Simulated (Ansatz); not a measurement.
## Geometry relaxation, with input and output: MgO (part 2 of 2)

Continued. System: MgO (Fm-3m, 2 atoms in the cell). Method: DFT PBE, scalar-relativistic, plane waves, PAW, no spin polarisation (Ansatz 0.2.0); cutoff 420 eV, 10×10×10 k-mesh, Gaussian smearing of 0.02 eV. The structure derives from an entry of the Crystallography Open Database.

The program's output, continued
```
SCF iter   1: F=—  HF=-2494.138836 eV  |F-HF|=—  |Δ(HF+E_count)|=         —  Δρ=1.27e-4  dr2=2.42e-6  ethr=1.60e-8  ⟨swp⟩=2.4  Hψ=3932  notcnv=0
preconditioner: auto → none  [insulator: Δε(μ)=4.461 eV  Ē_g=18.203 eV  σ=0.020 eV  W_gap=1.00  n_scr=8 (ndim 8)  ℏωp=23.9 eV  f_vac=0.000  D(μ)=0.00/eV (n_scr^D=0)  ε∞_Penn≈2.7]
SCF iter   2: F=—  HF=-2494.138823 eV  |F-HF|=—  |Δ(HF+E_count)|=   1.32e-5  Δρ=4.57e-5  dr2=3.44e-7  ethr=1.51e-8  ⟨swp⟩=2.5  Hψ=760  notcnv=0
iter 3 did not close the SCF: its close was put off for the readings that it lacked (scf_convergence_deferred on its scf_iter line)
SCF iter   3: F=-2494.138823 eV  HF=-2494.138823 eV  |F-HF|=2.11e-9  |Δ(HF+E_count)|=   3.42e-8  Δρ=8.16e-6  dr2=8.95e-9  ethr=2.15e-9  ⟨swp⟩=2.0  Hψ=738  notcnv=0
iter 4 did not close the SCF: its close was put off for the readings that it lacked (scf_convergence_deferred on its scf_iter line)
SCF iter   4: F=-2494.138823 eV  HF=-2494.138823 eV  |F-HF|=9.87e-11  |Δ(HF+E_count)|=   3.53e-9  Δρ=9.29e-7  dr2=1.98e-10  ethr=5.60e-11  ⟨swp⟩=2.0  Hψ=738  notcnv=0
iter 5 did not close the SCF: its close was put off for the readings that it lacked (scf_convergence_deferred on its scf_iter line)
SCF iter   5: F=-2494.138823 eV  HF=-2494.138823 eV  |F-HF|=2.27e-12  |Δ(HF+E_count)|=  1.68e-11  Δρ=2.56e-7  dr2=5.08e-12  ethr=1.24e-12  ⟨swp⟩=2.6  Hψ=847  notcnv=0
SCF iter   6: F=-2494.138823 eV  HF=-2494.138823 eV  |F-HF|=0.00e0  |Δ(HF+E_count)|=  2.27e-12  Δρ=2.73e-8  dr2=5.05e-14  ethr=1.00e-12  ⟨swp⟩=1.0  Hψ=1316  notcnv=0
SCF 6 converged in 6 iterations: F = -2494.138823 eV  dr2 = 5.05e-14
relax step   6: F+E_penalty+E_count = -2494.13882311 eV  Δ(F+E_penalty+E_count) = +7.824e-5 eV  max|allowed force component| = 3.788e-30 eV/Å  Δτ_max = 0.0000 Å  P = +0.008 GPa  Ω = 19.242 Å³  energy of the carried Pulay correction = -9.483e-5 eV  (6 SCF iters, dr2 threshold 1.06e-7 eV, accepted)
iter 1 solved again at ethr=1.24e-7 eV; its pass at ethr=3.10e-3 eV (dr2=1.98e-5 eV) is discarded
SCF iter   1: F=—  HF=-2494.138976 eV  |F-HF|=—  |Δ(HF+E_count)|=         —  Δρ=1.70e-5  dr2=9.28e-9  ethr=1.24e-7  ⟨swp⟩=2.9  Hψ=4854  notcnv=0
SCF iter   2: F=—  HF=-2494.138963 eV  |F-HF|=—  |Δ(HF+E_count)|=   1.30e-5  Δρ=7.21e-6  dr2=1.38e-9  ethr=5.80e-11  ⟨swp⟩=2.0  Hψ=942  notcnv=0
SCF iter   3: F=—  HF=-2494.138963 eV  |F-HF|=—  |Δ(HF+E_count)|=   3.16e-9  Δρ=2.19e-6  dr2=1.19e-10  ethr=8.60e-12  ⟨swp⟩=2.0  Hψ=722  notcnv=0
iter 4 did not close the SCF: its close was put off for the readings that it lacked (scf_convergence_deferred on its scf_iter line)
SCF iter   4: F=-2494.138963 eV  HF=-2494.138963 eV  |F-HF|=1.82e-12  |Δ(HF+E_count)|=  3.79e-10  Δρ=1.39e-7  dr2=7.28e-13  ethr=1.00e-12  ⟨swp⟩=2.0  Hψ=752  notcnv=0
iter 5 did not close the SCF: its close was put off for the readings that it lacked (scf_convergence_deferred on its scf_iter line)
SCF iter   5: F=-2494.138963 eV  HF=-2494.138963 eV  |F-HF|=0.00e0  |Δ(HF+E_count)|=  2.27e-12  Δρ=3.17e-8  dr2=8.45e-14  ethr=1.00e-12  ⟨swp⟩=1.0  Hψ=564  notcnv=0
iter 6 did not close the SCF: its close was put off for the readings that it lacked (scf_convergence_deferred on its scf_iter line)
SCF iter   6: F=-2494.138963 eV  HF=-2494.138963 eV  |F-HF|=0.00e0  |Δ(HF+E_count)|=  4.55e-13  Δρ=1.21e-9  dr2=1.31e-16  ethr=1.00e-12  ⟨swp⟩=1.0  Hψ=564  notcnv=0
iter 7 did not close the SCF: its close was put off for the readings that it lacked (scf_convergence_deferred on its scf_iter line)
SCF iter   7: F=-2494.138963 eV  HF=-2494.138963 eV  |F-HF|=0.00e0  |Δ(HF+E_count)|=  4.55e-13  Δρ=1.61e-10  dr2=1.64e-18  ethr=1.00e-12  ⟨swp⟩=1.0  Hψ=564  notcnv=0
SCF iter   8: F=-2494.138963 eV  HF=-2494.138963 eV  |F-HF|=4.55e-13  |Δ(HF+E_count)|=    0.00e0  Δρ=3.50e-11  dr2=1.75e-19  ethr=1.00e-12  ⟨swp⟩=2.0  Hψ=1361  notcnv=0
SCF 7 converged in 8 iterations: F = -2494.138963 eV  dr2 = 1.75e-19
relax step   7: F+E_penalty+E_count = -2494.13896321 eV  Δ(F+E_penalty+E_count) = -1.401e-4 eV  max|allowed force component| = 2.580e-30 eV/Å  Δτ_max = 0.0000 Å  P = +0.013 GPa  Ω = 19.242 Å³  stress off target by 1.31e-2 GPa  SCF on the basis re-selected at this cell (its energy is not comparable with the rows above)  (8 SCF iters)
```

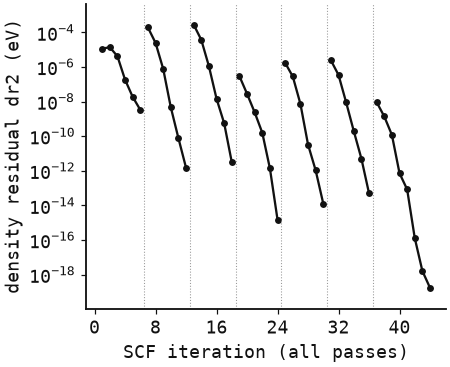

Convergence of the self-consistent field: density residual dr2 against the SCF iteration. The dotted lines part the SCF passes of the relaxation: geometry steps, rejected trials and re-solves on a re-selected basis. The 7 passes take 6 to 8 iterations each, 44 in all.

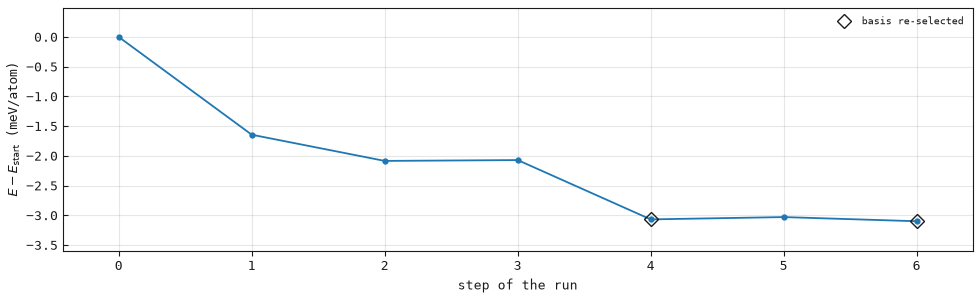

Progress of the relaxation, step by step (the first geometry is step 0 here and step 1 in the log).

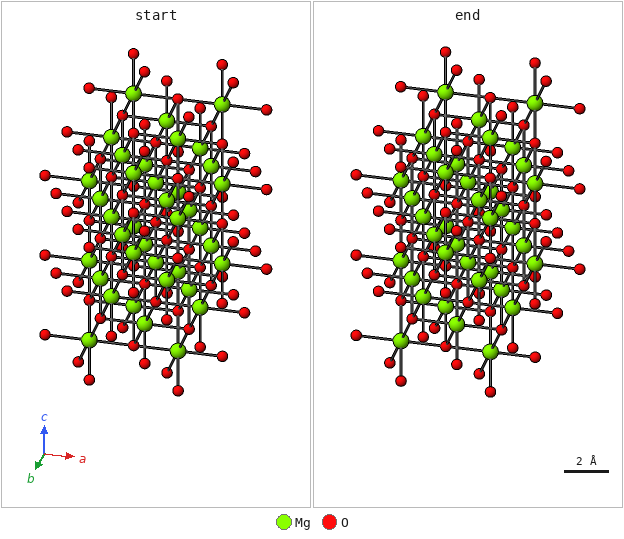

Before (left) and after (right) the relaxation, at one scale (ball-and-stick view of the cell 4 times as large as that of the calculation, set on its symmetry axes, repeated 1 × 2 × 2, with bonded neighbours outside it, seen at an oblique angle). The atoms keep their places relative to the cell (all moves are under 0.005 Å). The volume changes by +2.6 %, with a = b = c 4.217 → 4.254 Å (+0.9 %). Among the contacts that change: Mg1–O2 2.108 → 2.127 Å. The space group stays Fm-3m (No. 225). The energy falls by 3.0 meV per atom in 4 geometry steps. All forces vanish by symmetry, so only the cell relaxes. Pressure: 4.10 GPa at the start and 0.01 GPa at the end. 1 further SCF at an unchanged geometry re-selected the plane-wave basis for the new cell. The energy change given includes the shifts at the re-selections in mid-walk, which come without any move. A last SCF at the same geometry on a re-selected plane-wave basis shifts the energy by −0.1 meV per atom. (Atoms are counted from 1 in the order of the input.)

```
basis re-selected at this cell: Δ(F+E_penalty+E_count) = -1.401e-4 eV, ΔP = +0.005 GPa vs the last step (what re-selecting the basis moved, of the pressure what is left beyond the Pulay correction that the steps carried, after the strain that the cell walked since its last selection, with what the two solves' SCF thresholds leave and, on support functions, any second-order correction that the steps lacked; it is no measure of the basis error at this ecutwfc). This SCF's stress stands 1.31e-2 GPa from its target on what of the cell is left free (relax.cell.stress_tol is 5.00e-2 GPa) and its largest allowed force component is 2.58e-30 eV/Å (relax.f_tol is 5.00e-3 eV/Å): within both
SCF converged after 8 iterations
Free energy (F): -2494.138963 eV
Harris-Foulkes:  -2494.138963 eV  (|F-HF|=4.55e-13)
Internal energy: -2494.138963 eV  (E = F + TS)
E sigma→0 (E₀):  -2494.138963 eV
Fermi energy:    10.005278 eV
--- Per-component energies (eV) ---
  E_band       = -298.645232
  E_kinetic    = 255.005364
  E_local      = -1620.950517  (includes V_loc(G=0)·N_el)
  E_nonlocal   = 142.755624
  E_hartree    = 560.959627
  E_xc         = -105.023384
  E_vxc        = -134.567029  (∫ρ·V_xc dr)
  E_paw        = -450.143979  (= ΣΔE_a)
  E_vpaw       = -62.810399  (= ΣTr[D̂ρ^β])
  E_aug_tail   = 0.002471  (compensation charges beyond the density's cutoff)
  E_ewald      = -1276.744169
  E_smearing   = -0.000000  (= −TS)
  E_closure    = 0.000000  (closes the sum)
  Σ components = -2494.138963   (vs F -2494.138963, Δ=0.00e0)
--- Forces (eV/Å), atoms counted from 1 ---
  atom   1  Mg    -0.00000000    -0.00000000     0.00000000
  atom   2  O      0.00000000    -0.00000000     0.00000000
  max |Σ_I F_I| component: 5.36e-30 eV/Å
--- Stress (GPa, compression-positive) ---
        0.013138      -0.000000      -0.000000
       -0.000000       0.013138      -0.000000
       -0.000000      -0.000000       0.013138
  P = ⅓ Tr σ = 0.0131 GPa (0.131 kbar)
--- Band table (eV; the first three rows and the last of 47) ---
  k-point 0: bands = ["-64.6276", "-31.3520", "-31.3520", "-31.3520", "-9.3309", "7.7746", "7.7746", "7.7746", "12.2359", "23.4253", "23.4253", "23.4253"]
  k-point 1: bands = ["-64.6269", "-31.3594", "-31.3528", "-31.3528", "-9.2275", "7.1292", "7.7100", "7.7100", "12.8664", "22.1790", "23.6530", "23.6530"]
  k-point 2: bands = ["-64.6250", "-31.3786", "-31.3548", "-31.3548", "-8.9443", "5.8411", "7.5483", "7.5483", "14.0651", "20.6573", "24.0999", "24.0999"]
  k-point 46: bands = ["-64.6176", "-31.4034", "-31.3913", "-31.3793", "-7.8238", "4.5620", "5.3421", "6.0995", "18.6395", "19.2850", "19.7329", "23.3273"]
--- Relaxed structure (5 steps of the walk, 5 accepted, 2 SCFs on fresh bases) ---
  F+E_penalty+E_count = -2494.13896321 eV   max|allowed force component| = 2.580e-30 eV/Å   (the final SCF, on the basis selected at the relaxed cell)
  cell:  # Å, volume = 19.2416 Å³
    - [1.3255925924729674e-34, 2.1268522619932133, 2.1268522619932133]
    - [2.1268522619932133, 3.3955880567568533e-34, 2.1268522619932133]
    - [2.1268522619932133, 2.1268522619932133, 4.3629123031668495e-34]
  atoms:
    - { symbol: Mg, position: [3.6869509003705096e-36, -2.9733475002968718e-36, -3.21121530032012e-36] }
    - { symbol: O, position: [0.5, 0.5, 0.5] }
```

Trajectory as extended XYZ (Å, eV, eV/Å), 7 frames, from step=1 to step=7
```
2
Lattice="0.0000 2.1085 2.1085 2.1085 0.0000 2.1085 2.1085 2.1085 0.0000" Properties=species:S:1:pos:R:3:forces:R:3 step=1 energy=-2494.13277 pressure_GPa=4.10
Mg    0.0000    0.0000    0.0000    0.0000   0.0000   0.0000
O     2.1085    2.1085    2.1085    0.0000   0.0000   0.0000
2
Lattice="0.0000 2.1162 2.1162 2.1162 0.0000 2.1162 2.1162 2.1162 0.0000" Properties=species:S:1:pos:R:3:forces:R:3 step=2 energy=-2494.13605 pressure_GPa=2.25
Mg    0.0000    0.0000    0.0000    0.0000   0.0000   0.0000
O     2.1162    2.1162    2.1162    0.0000   0.0000   0.0000
2
Lattice="0.0000 2.1256 2.1256 2.1256 0.0000 2.1256 2.1256 2.1256 0.0000" Properties=species:S:1:pos:R:3:forces:R:3 step=3 energy=-2494.13693 pressure_GPa=0.07
Mg    0.0000    0.0000    0.0000    0.0000   0.0000   0.0000
O     2.1256    2.1256    2.1256    0.0000   0.0000   0.0000
2
Lattice="0.0000 2.1259 2.1259 2.1259 0.0000 2.1259 2.1259 2.1259 0.0000" Properties=species:S:1:pos:R:3:forces:R:3 step=4 energy=-2494.13691 pressure_GPa=0.00
Mg    0.0000    0.0000    0.0000    0.0000   0.0000   0.0000
O     2.1259    2.1259    2.1259    0.0000   0.0000   0.0000
2
Lattice="0.0000 2.1259 2.1259 2.1259 0.0000 2.1259 2.1259 2.1259 0.0000" Properties=species:S:1:pos:R:3:forces:R:3 step=5 energy=-2494.13890 pressure_GPa=0.21
Mg    0.0000    0.0000    0.0000    0.0000   0.0000   0.0000
O     2.1259    2.1259    2.1259    0.0000   0.0000   0.0000
2
Lattice="0.0000 2.1269 2.1269 2.1269 0.0000 2.1269 2.1269 2.1269 0.0000" Properties=species:S:1:pos:R:3:forces:R:3 step=6 energy=-2494.13882 pressure_GPa=0.01
Mg    0.0000    0.0000    0.0000    0.0000   0.0000   0.0000
O     2.1269    2.1269    2.1269    0.0000   0.0000   0.0000
2
Lattice="0.0000 2.1269 2.1269 2.1269 0.0000 2.1269 2.1269 2.1269 0.0000" Properties=species:S:1:pos:R:3:forces:R:3 step=7 energy=-2494.13896 pressure_GPa=0.01
Mg    0.0000    0.0000    0.0000    0.0000   0.0000   0.0000
O     2.1269    2.1269    2.1269    0.0000   0.0000   0.0000
```

This output came from the following input.

Input file
```yaml
crystal:
  lattice:
    - [0.0, 2.1085, 2.1085]
    - [2.1085, 0.0, 2.1085]
    - [2.1085, 2.1085, 0.0]
  atoms:
    - { symbol: Mg, position: [0.0, 0.0, 0.0] }
    - { symbol: O, position: [0.5, 0.5, 0.5] }
basis:
  ecutwfc: 420
kpoints:
  mp_grid: { grid: [10, 10, 10] }
hamiltonian:
  xc: pbe
scf:
  occupations: { method: gaussian, width: 0.02 }
output:
  forces: true
  stress: true
  eigenvalues: true
relax:
  adjacent_minimum: "off"
  f_tol: 0.005
  max_steps: 80
  cell: { stress_tol: 0.05 }
```

Command:
```bash
ansatz run input.yaml --threads 1 --pin off --max-ram 2560MiB --backend cpu --events-out ev --progress --plain --runs-dir out
```

Results in brief

| quantity | value |
| --- | --- |
| outcome | converged |
| space group (tolerance 0.01 Å) | Fm-3m (225) |
| electrons treated | 16 |
| free energy | −2494.1390 eV |
| Fermi energy | 10.005 eV |
| gap on the k-point mesh | 4.46 eV |
| pressure | 0.01 GPa |
| final volume | 19.24 Å³ |
| largest force (length of the vector) at the end | under 0.001 eV/Å |
| final cell | a = 3.008 Å, b = 3.008 Å, c = 3.008 Å, α = 60.00°, β = 60.00°, γ = 60.00° |
| hardware | 1 thread of Arm Neoverse V1, 24 GiB of memory available, shared host |
| wall time | 7.2 s |
| peak memory | 0.27 GiB |
